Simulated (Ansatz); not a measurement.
**Hf₃N₅: geometry relaxation (part 2 of 2)**

Continued. System: Hf₃N₅ (slab, 8 atoms in the cell). Method: DFT PBEsol, scalar-relativistic, plane waves, PAW, no spin polarisation (Ansatz 0.2.0); cutoff 420 eV, 9×9×1 k-mesh, Gaussian smearing of 0.1 eV. The structure derives from an entry of the Crystallography Open Database. The input holds or restrains some coordinates. Forces given for the steps count only the free coordinates. It belongs to a series of runs on one base structure; here: N put at a top N site.

Geometry of the input (Å; fractional positions):
```
3.1831  0.0000  0.0000
-1.5915  2.7566  0.0000
0.0000  0.0000  26.7969
N  0.3333  0.6667  0.3172
Hf 0.6667  0.3333  0.3657
N  0.0000  0.0000  0.4142
Hf 0.3333  0.6667  0.4632
N  0.6667  0.3333  0.5076
Hf 0.0000  0.0000  0.5686
N  0.3333  0.6667  0.5980
N  0.3333  0.6667  0.6510
```

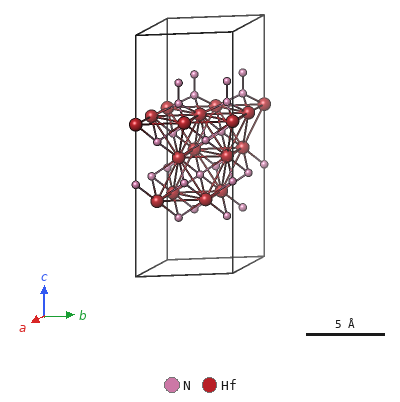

Figure 1. The geometry at step 2 of the log (ball-and-stick view of the 2 × 2 repeat of the cell, with the vacuum cut short, seen slightly off an axis).

## The program's output, continued
```
relax step   4: F+E_penalty+E_count = -48692.89295397 eV  Δ(F+E_penalty+E_count) = -3.095e-1 eV  max|allowed force component| = 5.775e0 eV/Å  Δτ_max = 0.1951 Å  (8 SCF iters, dr2 threshold 1.00e-4 eV, accepted)
efield: sawtooth ramp at fractional position 0.9641 (handed on by an earlier solve), width 0.0400; the density the first Hamiltonian is built on has a dipole p = 0.119 e·Å; the dipole correction subtracts the counter field D = 9.19e-2 V/Å, which shifts the + side's vacuum level by -2.46 eV against the − side's; the planar-averaged density in the ramp window peaks in size at 4.0e-7 e/Å³
preconditioner: auto → LDOS  [metal: Δε(μ)=0.071 eV  Ē_g=16.806 eV  σ=0.100 eV  W_gap=0.38  n_scr=50 (ndim 8)  ℏωp=23.8 eV  f_vac=0.580  D(μ)=6.07/eV (n_scr^D=18)  β→1.0]
SCF 5 converged in 7 iterations: F = -48693.062522 eV  dr2 = 1.37e-5
  Residual-converged pass: ⟨swp⟩=1.1  Hψ=793  notcnv=0  max |occ|·‖R‖ = 7.1e-9 eV (tolerance 1.0e-8 eV)  dr2=1.37e-5  dr2_onsite=6.51e-7  max |Δocc| = 5.8e-12
relax step   5: F+E_penalty+E_count = -48693.06252159 eV  Δ(F+E_penalty+E_count) = -1.696e-1 eV  max|allowed force component| = 1.740e0 eV/Å  Δτ_max = 0.1946 Å  (7 SCF iters, dr2 threshold 1.00e-4 eV, accepted)
efield: sawtooth ramp at fractional position 0.9641 (handed on by an earlier solve), width 0.0400; the density the first Hamiltonian is built on has a dipole p = 0.098 e·Å; the dipole correction subtracts the counter field D = 7.55e-2 V/Å, which shifts the + side's vacuum level by -2.02 eV against the − side's; the planar-averaged density in the ramp window peaks in size at 1.1e-6 e/Å³
preconditioner: auto → LDOS  [metal: Δε(μ)=0.066 eV  Ē_g=16.789 eV  σ=0.100 eV  W_gap=0.35  n_scr=50 (ndim 8)  ℏωp=23.8 eV  f_vac=0.577  D(μ)=7.12/eV (n_scr^D=48)  β→1.0]
SCF 6 converged in 7 iterations: F = -48693.097401 eV  dr2 = 6.95e-5
  Residual-converged pass: ⟨swp⟩=1.1  Hψ=793  notcnv=0  max |occ|·‖R‖ = 7.1e-9 eV (tolerance 1.0e-8 eV)  dr2=6.95e-5  dr2_onsite=1.18e-6  max |Δocc| = 7.2e-12
relax step   6: F+E_penalty+E_count = -48693.09740104 eV  Δ(F+E_penalty+E_count) = -3.488e-2 eV  max|allowed force component| = 3.725e-1 eV/Å  Δτ_max = 0.1137 Å  (7 SCF iters, dr2 threshold 1.00e-4 eV, accepted)
efield: sawtooth ramp at fractional position 0.9641 (handed on by an earlier solve), width 0.0400; the density the first Hamiltonian is built on has a dipole p = 0.103 e·Å; the dipole correction subtracts the counter field D = 7.96e-2 V/Å, which shifts the + side's vacuum level by -2.13 eV against the − side's; the planar-averaged density in the ramp window peaks in size at 4.6e-7 e/Å³
preconditioner: auto → LDOS  [metal: Δε(μ)=0.073 eV  Ē_g=16.816 eV  σ=0.100 eV  W_gap=0.39  n_scr=50 (ndim 8)  ℏωp=23.8 eV  f_vac=0.579  D(μ)=7.41/eV (n_scr^D=62)  β→1.0]
SCF 7 converged in 7 iterations: F = -48693.108641 eV  dr2 = 6.54e-6
relax step   7: F+E_penalty+E_count = -48693.10864097 eV  Δ(F+E_penalty+E_count) = -1.124e-2 eV  max|allowed force component| = 4.941e-2 eV/Å  Δτ_max = 0.0420 Å  (7 SCF iters, dr2 threshold 8.67e-6 eV, accepted)
SCF iter   1: F=—  HF=-48693.109683 eV  |F-HF|=—  |Δ(HF+E_count)|=         —  Δρ=1.73e-3  dr2=2.69e-3  ethr=4.90e-5  p=0.104 e·Å  D=8.04e-2 V/Å  ΔV_dip=-2.15 eV  dr2_dipole=6.31e-7  V_vac-E_F(+/−)=6.19/8.35 eV  ⟨swp⟩=2.0  Hψ=1507  notcnv=0  defer=52
efield: sawtooth ramp at fractional position 0.9641 (handed on by an earlier solve), width 0.0400; the density the first Hamiltonian is built on has a dipole p = 0.104 e·Å; the dipole correction subtracts the counter field D = 8.04e-2 V/Å, which shifts the + side's vacuum level by -2.15 eV against the − side's; the planar-averaged density in the ramp window peaks in size at 1.9e-7 e/Å³
preconditioner: auto → LDOS  [metal: Δε(μ)=0.080 eV  Ē_g=16.815 eV  σ=0.100 eV  W_gap=0.42  n_scr=50 (ndim 8)  ℏωp=23.8 eV  f_vac=0.579  D(μ)=7.47/eV (n_scr^D=62)  β→1.0]
SCF iter   2: F=—  HF=-48693.109093 eV  |F-HF|=—  |Δ(HF+E_count)|=   5.90e-4  Δρ=4.51e-4  dr2=4.51e-4  ethr=2.61e-6  p=0.105 e·Å  D=8.05e-2 V/Å  ΔV_dip=-2.16 eV  dr2_dipole=5.04e-7  V_vac-E_F(+/−)=6.19/8.34 eV  ⟨swp⟩=2.5  Hψ=1338  notcnv=0  defer=51
SCF iter   3: F=—  HF=-48693.109049 eV  |F-HF|=—  |Δ(HF+E_count)|=   4.40e-5  Δρ=1.45e-4  dr2=8.73e-5  ethr=4.38e-7  p=0.105 e·Å  D=8.05e-2 V/Å  ΔV_dip=-2.16 eV  dr2_dipole=9.43e-6  V_vac-E_F(+/−)=6.19/8.34 eV  ⟨swp⟩=2.4  Hψ=1305  notcnv=0  defer=51
SCF iter   4: F=—  HF=-48693.108871 eV  |F-HF|=—  |Δ(HF+E_count)|=   1.78e-4  Δρ=7.00e-5  dr2=5.12e-5  ethr=8.48e-8  p=0.105 e·Å  D=8.04e-2 V/Å  ΔV_dip=-2.16 eV  dr2_dipole=5.62e-8  V_vac-E_F(+/−)=6.19/8.34 eV  ⟨swp⟩=2.9  Hψ=1446  notcnv=0  defer=51
SCF iter   5: F=—  HF=-48693.108867 eV  |F-HF|=—  |Δ(HF+E_count)|=   4.59e-6  Δρ=4.79e-5  dr2=1.42e-5  ethr=4.98e-8  p=0.104 e·Å  D=8.04e-2 V/Å  ΔV_dip=-2.15 eV  dr2_dipole=4.59e-7  V_vac-E_F(+/−)=6.19/8.34 eV  ⟨swp⟩=2.5  Hψ=1063  notcnv=0  defer=51
SCF iter   6: F=—  HF=-48693.108867 eV  |F-HF|=—  |Δ(HF+E_count)|=   1.29e-7  Δρ=1.73e-5  dr2=2.73e-6  ethr=1.38e-8  p=0.104 e·Å  D=8.03e-2 V/Å  ΔV_dip=-2.15 eV  dr2_dipole=1.19e-8  V_vac-E_F(+/−)=6.19/8.34 eV  ⟨swp⟩=2.1  Hψ=1146  notcnv=0  defer=51
SCF iter   7: F=—  HF=-48693.108867 eV  |F-HF|=—  |Δ(HF+E_count)|=   3.19e-7  Δρ=7.78e-6  dr2=5.66e-7  ethr=2.65e-9  p=0.104 e·Å  D=8.03e-2 V/Å  ΔV_dip=-2.15 eV  dr2_dipole=2.13e-8  V_vac-E_F(+/−)=6.19/8.34 eV  ⟨swp⟩=2.2  Hψ=1043  notcnv=0  defer=51
SCF iter   8: F=-48693.108868 eV  HF=-48693.108868 eV  |F-HF|=3.11e-8  |Δ(HF+E_count)|=   2.83e-7  Δρ=2.37e-6  dr2=8.54e-8  ethr=9.71e-11  p=0.104 e·Å  D=8.03e-2 V/Å  ΔV_dip=-2.15 eV  dr2_dipole=1.12e-8  V_vac-E_F(+/−)=6.19/8.34 eV  ⟨swp⟩=17.9  Hψ=7798  notcnv=0
SCF 8 converged in 8 iterations: F = -48693.108868 eV  dr2 = 8.54e-8
relax step   8: F+E_penalty+E_count = -48693.10886753 eV  Δ(F+E_penalty+E_count) = -2.266e-4 eV  max|allowed force component| = 2.647e-2 eV/Å  Δτ_max = 0.0133 Å  (8 SCF iters, accepted)
WARN: The output density's exchange-correlation potential varies sharply where the density is thin. Do not read a vacuum level from v_tot or v_xc, or from such a field of the output density. On a cell that repeats whose density bears no net charge and no dipole along the vacuum's axis use v_es (v_loc + v_h of the components); under efield.dipole_correction with no amplitude use v_es + v_field, which holds any external_charges[].barrier, or the levels of the report's work_function block, which leave it out; under a non-zero efield.amplitude the vacuum is tilted and has no level; on a cell that repeats and bears such a dipole with no correction it is tilted too, and efield.dipole_correction with no amplitude gives each side of its ramp a level where efield: is served; in a cell that repeats whose density bears a net charge (total_charge, or a fill off its count) it is curved and has none; of a slab under crystal.periodic whose density bears no net charge use v_es, which has a level on each side, short of where the two are joined; of another it falls or rises all the way out and has none; of a slab beside external_charges read slab_vacuum_level instead, which it has where they leave it neutral. The grid or the basis barely resolves most such structure, and the values can differ between equally converged runs; as a rule a tighter scf.convergence.dr2_threshold does not remove it. Where the density itself ripples (under the LDA too) a higher basis.ecutwfc lessens it. The files hold the spikes' plane waves up to the density's cutoff. Files: v_tot_of_output_density and the like, and their columns of v_z.tsv (output.write_potential); v_xc_of_output_density and the like, and their columns of v_comp_z.tsv (output.write_potential_components). Measured: with its Gaussian average of σ = 0.25 Å subtracted twice, the exchange-correlation potential is over 0.1 eV at 20 of the grid points where the equally averaged density (valence and model cores) is under 1e-3 e/Å³, and 0.228 eV at the most among them, at an averaged density of 1.5e-7 e/Å³. The input density's (outcome.potential() and, of a run that writes arrays, v_tot and v_xc) is over 0.1 eV, so measured, at 59 points of its own thin density, 0.323 eV at the most. See output.write_potential in the manual, Limitations
SCF converged after 8 iterations
Free energy (F): -48693.108868 eV
Harris-Foulkes:  -48693.108868 eV  (|F-HF|=3.11e-8)
Internal energy: -48693.071566 eV  (E = F + TS)
E sigma→0 (E₀):  -48693.090217 eV
Entropy (-TS):   -0.037301 eV (-4.663 meV/atom)
Fermi energy:    2.702498 eV
Dipole field:    D = 0.080191 V/Å  (p = 0.104202 e·Å, saw-weighted, corrected)
Work function:   Φ+ = 6.1938 eV   Φ− = 8.3426 eV
Levels:          The Fermi level and band energies are counted from a zero that moves with the ramp; work functions are not
--- Per-component energies (eV) ---
  E_band       = -1414.966384
  E_kinetic    = 1914.293535
  E_local      = -236049.182663  (includes V_loc(G=0)·N_el)
  E_nonlocal   = -3483.180174
  E_hartree    = 116603.649921
  E_xc         = -1187.340970
  E_vxc        = -1173.700616  (∫ρ·V_xc dr)
  E_paw        = -21032.109490  (= ΣΔE_a)
  E_vpaw       = 4166.804088  (= ΣTr[D̂ρ^β])
  E_aug_tail   = 0.000448  (compensation charges beyond the density's cutoff)
  E_efield     = 0.004178  (sawtooth field / dipole correction)
  E_vefield    = 2.586347  (∫n·V_field dr)
  E_ewald      = 94536.899881
  E_core_change = 3.893769  (= ΣΔE_core)
  E_smearing   = -0.037301  (= −TS)
  E_closure    = 0.000000  (closes the sum)
  Σ components = -48693.108868   (vs F -48693.108868, Δ=0.00e0)
--- Forces (eV/Å), atoms counted from 1 ---
  atom   1  N      0.00000000    -0.00000000     5.00632380
  atom   2  Hf     0.00000000    -0.00000000    -6.58063340
  atom   3  N     -0.00000000     0.00000000     1.56076990
  atom   4  Hf    -0.00000000     0.00000000     0.00441261
  atom   5  N     -0.00000000     0.00000000    -0.00077387
  atom   6  Hf     0.00000000     0.00000000    -0.00930630
  atom   7  N      0.00000000     0.00000000     0.02647489
  atom   8  N     -0.00000000    -0.00000000    -0.00725815
  max |Σ_I F_I| component: 9.47e-6 eV/Å
--- Band table (eV; the first three rows and the last of 12) ---
  k-point 0: bands = ["-59.8176", "-59.7177", "-58.2663", "-29.0273", "-28.4284", "-28.2962", "-28.2962", "-28.1799", "-28.1799", "-27.1112", "-26.7009", "-26.7009", "-20.1938", "-14.0720", "-12.6256", "-9.8658", "-9.7769", "-9.7769", "-9.7446", "-9.7149", "-9.7149", "-9.6780", "-9.6757", "-9.6438", "-9.6438", "-9.6388", "-9.6002", "-9.6002", "-9.5594", "-9.2592", "-8.7036", "-8.2074", "-8.1990", "-8.1990", "-8.1575", "-8.1575", "-8.1148", "-8.0466", "-4.9739", "-3.7293", "-3.7293", "-3.6935", "-2.7684", "-2.7684", "-2.0854", "-1.1602", "-1.1602", "1.4506", "2.4880", "2.4880", "2.9223", "3.1618", "3.1618", "3.9625", "4.0336", "4.0336", "5.2075", "5.2075", "5.4107", "6.1445", "6.4894", "6.4894"]
  k-point 1: bands = ["-59.8121", "-59.7132", "-58.2614", "-28.9985", "-28.4629", "-28.3556", "-28.3203", "-28.2589", "-28.1943", "-27.0946", "-26.7903", "-26.7196", "-20.1602", "-13.9025", "-12.5902", "-9.8513", "-9.7716", "-9.7709", "-9.7398", "-9.7212", "-9.7154", "-9.6849", "-9.6541", "-9.6451", "-9.6397", "-9.6336", "-9.6059", "-9.6012", "-9.5682", "-9.2136", "-8.6917", "-8.2037", "-8.1943", "-8.1943", "-8.1636", "-8.1585", "-8.1234", "-8.0490", "-4.8301", "-3.9449", "-3.7416", "-3.7265", "-2.8611", "-2.7356", "-2.0397", "-1.5248", "-1.2250", "1.2683", "2.1113", "2.5280", "2.5391", "3.0981", "3.1276", "4.0136", "4.2668", "4.4174", "5.0053", "5.4693", "5.7194", "6.3789", "6.5904", "6.6622"]
  k-point 2: bands = ["-59.7981", "-59.7018", "-58.2489", "-28.9359", "-28.6470", "-28.4898", "-28.3796", "-28.3520", "-28.2319", "-27.0569", "-27.0063", "-26.7668", "-20.0758", "-13.5297", "-12.5148", "-9.8249", "-9.7582", "-9.7470", "-9.7316", "-9.7258", "-9.7184", "-9.7043", "-9.6394", "-9.6298", "-9.6244", "-9.6205", "-9.6062", "-9.6049", "-9.5873", "-9.0925", "-8.6201", "-8.1934", "-8.1827", "-8.1815", "-8.1746", "-8.1622", "-8.1423", "-8.0443", "-4.7656", "-4.1992", "-3.8173", "-3.7319", "-3.0771", "-2.6856", "-2.4679", "-1.8238", "-1.3490", "0.7421", "1.4154", "2.4047", "2.5374", "2.7826", "3.4783", "3.9406", "4.4018", "4.6401", "5.4290", "6.2748", "6.3887", "6.6732", "6.9162", "7.2721"]
  k-point 11: bands = ["-59.7642", "-59.6743", "-58.2186", "-28.9052", "-28.8547", "-28.8096", "-28.6297", "-28.4416", "-28.4234", "-27.2091", "-27.1881", "-26.9577", "-19.8723", "-13.0328", "-12.1870", "-9.7845", "-9.7614", "-9.7405", "-9.7333", "-9.7235", "-9.6943", "-9.6941", "-9.6411", "-9.6292", "-9.6291", "-9.6110", "-9.5873", "-9.5679", "-9.5627", "-8.7129", "-8.1979", "-8.1961", "-8.1879", "-8.1817", "-8.1684", "-8.1424", "-8.1235", "-7.9453", "-5.1018", "-5.0941", "-4.2058", "-3.5521", "-3.1557", "-3.0641", "-2.8030", "-2.4187", "-2.0126", "0.6937", "1.7011", "2.0673", "2.0937", "3.2316", "3.4854", "3.9532", "4.4441", "5.7607", "6.1299", "6.4836", "7.7756", "7.9116", "7.9698", "8.6366"]
--- Relaxed structure (8 steps of the walk, 8 accepted, 0 SCFs on fresh bases) ---
  F+E_penalty+E_count = -48693.10886753 eV   max|allowed force component| = 2.647e-2 eV/Å
  atoms:
    - { symbol: N, position: [0.3333333333333333, 0.6666666666666667, 0.3172006816] }
    - { symbol: Hf, position: [0.6666666666666667, 0.33333333333333337, 0.3656945453] }
    - { symbol: N, position: [-1.8503717076008884e-17, -2.3129646347434486e-17, 0.4141884089999999] }
    - { symbol: Hf, position: [0.3333333333333333, 0.6666666666666667, 0.464012017937842] }
    - { symbol: N, position: [0.6666666666666667, 0.33333333333333337, 0.5124213852718129] }
    - { symbol: Hf, position: [-1.8503717076008884e-17, -2.3129646347434486e-17, 0.5576085362353954] }
    - { symbol: N, position: [0.3333333333333333, 0.6666666666666667, 0.6156763520742672] }
    - { symbol: N, position: [0.3333333333333333, 0.6666666666666667, 0.6594027994844734] }
```

## Trajectory as extended XYZ (Å, eV, eV/Å), 8 frames, from step=1 to step=8
```
8
Lattice="3.1831 0.0000 0.0000 -1.5915 2.7566 0.0000 0.0000 0.0000 26.7969" Properties=species:S:1:pos:R:3:forces:R:3 step=1 energy=-48691.13014
N     0.0000    1.8378    8.5000    0.0000   0.0000   5.1950
Hf    1.5915    0.9189    9.7995    0.0000   0.0000  -6.9209
N     0.0000    0.0000   11.0990    0.0000   0.0000   1.7675
Hf    0.0000    1.8378   12.4134    0.0000   0.0000  -0.5969
N     1.5915    0.9189   13.6025    0.0000   0.0000   1.9212
Hf    0.0000    0.0000   15.2365    0.0000   0.0000  -3.4465
N     0.0000    1.8378   16.0258    0.0000   0.0000   5.2077
N     0.0000    1.8378   17.4458    0.0000   0.0000  -3.1275
8
Lattice="3.1831 0.0000 0.0000 -1.5915 2.7566 0.0000 0.0000 0.0000 26.7969" Properties=species:S:1:pos:R:3:forces:R:3 step=2 energy=-48691.78435
N     0.0000    1.8378    8.5000    0.0000   0.0000   5.0705
Hf    1.5915    0.9189    9.7995    0.0000   0.0000  -6.6156
N     0.0000    0.0000   11.0990    0.0000   0.0000   1.6437
Hf    0.0000    1.8378   12.4272    0.0000   0.0000  -0.5668
N     1.5915    0.9189   13.6879    0.0000   0.0000  -0.0161
Hf    0.0000    0.0000   15.0391    0.0000   0.0000  -1.8711
N     0.0000    1.8378   15.9659    0.0000   0.0000   5.7481
N     0.0000    1.8378   17.3328    0.0000   0.0000  -3.3890
8
Lattice="3.1831 0.0000 0.0000 -1.5915 2.7566 0.0000 0.0000 0.0000 26.7969" Properties=species:S:1:pos:R:3:forces:R:3 step=3 energy=-48692.58344
N     0.0000    1.8378    8.5000    0.0000   0.0000   5.0613
Hf    1.5915    0.9189    9.7995    0.0000   0.0000  -6.6715
N     0.0000    0.0000   11.0990    0.0000   0.0000   1.5573
Hf    0.0000    1.8378   12.4189    0.0000   0.0000   0.1698
N     1.5915    0.9189   13.7085    0.0000   0.0000   0.1326
Hf    0.0000    0.0000   15.0258    0.0000   0.0000  -2.5131
N     0.0000    1.8378   16.1659    0.0000   0.0000   2.1685
N     0.0000    1.8378   17.3858    0.0000   0.0000   0.0971
8
Lattice="3.1831 0.0000 0.0000 -1.5915 2.7566 0.0000 0.0000 0.0000 26.7969" Properties=species:S:1:pos:R:3:forces:R:3 step=4 energy=-48692.89295
N     0.0000    1.8378    8.5000    0.0000   0.0000   4.9256
Hf    1.5915    0.9189    9.7995    0.0000   0.0000  -6.4976
N     0.0000    0.0000   11.0990    0.0000   0.0000   1.2764
Hf    0.0000    1.8378   12.4237    0.0000   0.0000  -0.4727
N     1.5915    0.9189   13.6932    0.0000   0.0000  -0.2732
Hf    0.0000    0.0000   14.8307    0.0000   0.0000   0.0948
N     0.0000    1.8378   16.3318    0.0000   0.0000  -4.8264
N     0.0000    1.8378   17.4521    0.0000   0.0000   5.7755
8
Lattice="3.1831 0.0000 0.0000 -1.5915 2.7566 0.0000 0.0000 0.0000 26.7969" Properties=species:S:1:pos:R:3:forces:R:3 step=5 energy=-48693.06252
N     0.0000    1.8378    8.5000    0.0000   0.0000   5.0263
Hf    1.5915    0.9189    9.7995    0.0000   0.0000  -6.8126
N     0.0000    0.0000   11.0990    0.0000   0.0000   1.1589
Hf    0.0000    1.8378   12.3856    0.0000   0.0000   0.6784
N     1.5915    0.9189   13.7189    0.0000   0.0000  -0.4584
Hf    0.0000    0.0000   14.8787    0.0000   0.0000   0.6457
N     0.0000    1.8378   16.4553    0.0000   0.0000   1.5028
N     0.0000    1.8378   17.6466    0.0000   0.0000  -1.7399
8
Lattice="3.1831 0.0000 0.0000 -1.5915 2.7566 0.0000 0.0000 0.0000 26.7969" Properties=species:S:1:pos:R:3:forces:R:3 step=6 energy=-48693.09740
N     0.0000    1.8378    8.5000    0.0000   0.0000   4.9723
Hf    1.5915    0.9189    9.7995    0.0000   0.0000  -6.3519
N     0.0000    0.0000   11.0990    0.0000   0.0000   1.8480
Hf    0.0000    1.8378   12.4719    0.0000   0.0000  -0.2581
N     1.5915    0.9189   13.7816    0.0000   0.0000  -0.1303
Hf    0.0000    0.0000   14.9924    0.0000   0.0000  -0.1436
N     0.0000    1.8378   16.5342    0.0000   0.0000   0.3725
N     0.0000    1.8378   17.7111    0.0000   0.0000  -0.3070
8
Lattice="3.1831 0.0000 0.0000 -1.5915 2.7566 0.0000 0.0000 0.0000 26.7969" Properties=species:S:1:pos:R:3:forces:R:3 step=7 energy=-48693.10864
N     0.0000    1.8378    8.5000    0.0000   0.0000   5.0007
Hf    1.5915    0.9189    9.7995    0.0000   0.0000  -6.5456
N     0.0000    0.0000   11.0990    0.0000   0.0000   1.6049
Hf    0.0000    1.8378   12.4393    0.0000   0.0000  -0.0063
N     1.5915    0.9189   13.7416    0.0000   0.0000  -0.0494
Hf    0.0000    0.0000   14.9504    0.0000   0.0000   0.0072
N     0.0000    1.8378   16.5116    0.0000   0.0000   0.0289
N     0.0000    1.8378   17.6832    0.0000   0.0000  -0.0410
8
Lattice="3.1831 0.0000 0.0000 -1.5915 2.7566 0.0000 0.0000 0.0000 26.7969" Properties=species:S:1:pos:R:3:forces:R:3 step=8 energy=-48693.10887
N     0.0000    1.8378    8.5000    0.0000   0.0000   5.0063
Hf    1.5915    0.9189    9.7995    0.0000   0.0000  -6.5806
N     0.0000    0.0000   11.0990    0.0000   0.0000   1.5608
Hf    0.0000    1.8378   12.4341    0.0000   0.0000   0.0044
N     1.5915    0.9189   13.7313    0.0000   0.0000  -0.0008
Hf    0.0000    0.0000   14.9422    0.0000   0.0000  -0.0093
N     0.0000    1.8378   16.4982    0.0000   0.0000   0.0265
N     0.0000    1.8378   17.6700    0.0000   0.0000  -0.0073
```

## Summary

```tsv
quantity	value
outcome	converged under the restraints of the input
electrons treated	103
free energy	−48693.1089 eV
work function, top face	6.19 eV
work function, bottom face	8.34 eV
Fermi energy	2.702 eV
gap on the k-point mesh	none (metallic)
final volume	235.13 Å³
work function (upper face)	6.19 eV
largest force (length of the vector) at the end, held atoms and coordinates included	6.581 eV/Å
hardware	2 threads of Intel Xeon (Granite Rapids), 32 GiB of memory available, shared host
wall time	51 s (CPU time 99 s)
peak memory	0.62 GiB
```

## Remarks

Warnings of the run: the exchange-correlation potential is rough where the density is thin. Spin–orbit coupling is left out, which matters for Hf. The cell holds an odd number of electrons but the run has no spin polarisation, so a band is left half filled.
